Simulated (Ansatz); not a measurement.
AlN (2 atoms in the cell), run with Ansatz.

```
crystal:
  lattice:
    - [0.0, 2.06503577, 2.09555354]
    - [2.06503577, 0.0, 2.09555354]
    - [2.06503577, 2.06503577, 0.0]
  atoms:
    - { symbol: Al, position: [0.5, 0.5, 0.5] }
    - { symbol: "N", position: [0.0, 0.0, 0.0] }
basis:
  ecutwfc: 420
kpoints:
  mp_grid: { grid: [1, 1, 1] }
hamiltonian:
  xc: pbe
scf:
  occupations: { method: gaussian, width: 0.05 }
  max_iter: 75
output:
  forces: true
  eigenvalues: true
  stress: true
```

Run as:
```bash
ansatz run input.yaml --threads 1 --pin off --max-ram 2560MiB --backend cpu --events-out ev --progress --plain --runs-dir out
```

### What does the convergence history look like?

It converged, after 7 iterations. The residual falls at every step. The input holds a fault (one k-point for a small cell). The SCF closed all the same, which doesn't make the results meaningful for the real system.

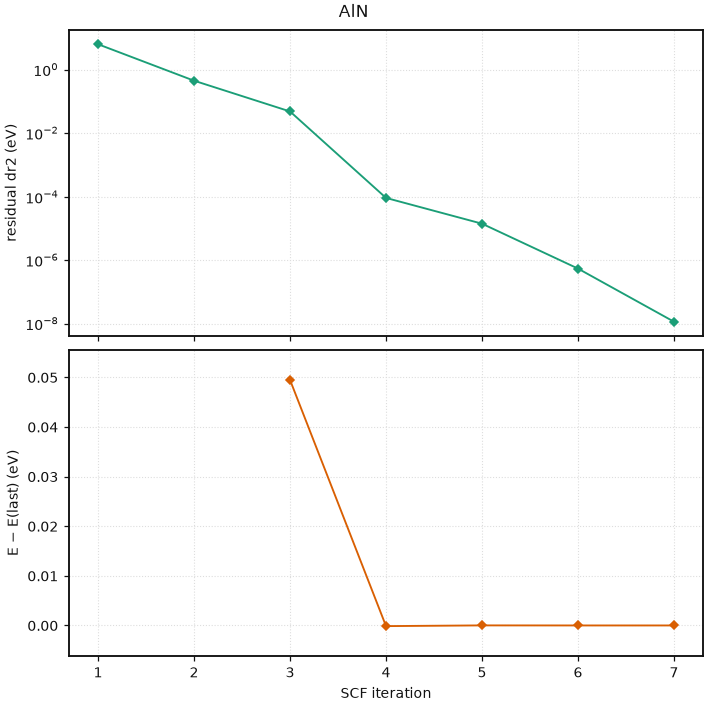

SCF iterations of a calculation: density residual dr2, Harris–Foulkes energy less its last value. The starting density is a sum of atomic densities corrected by a trained network. The first two energies lie far off the scale and aren't drawn.
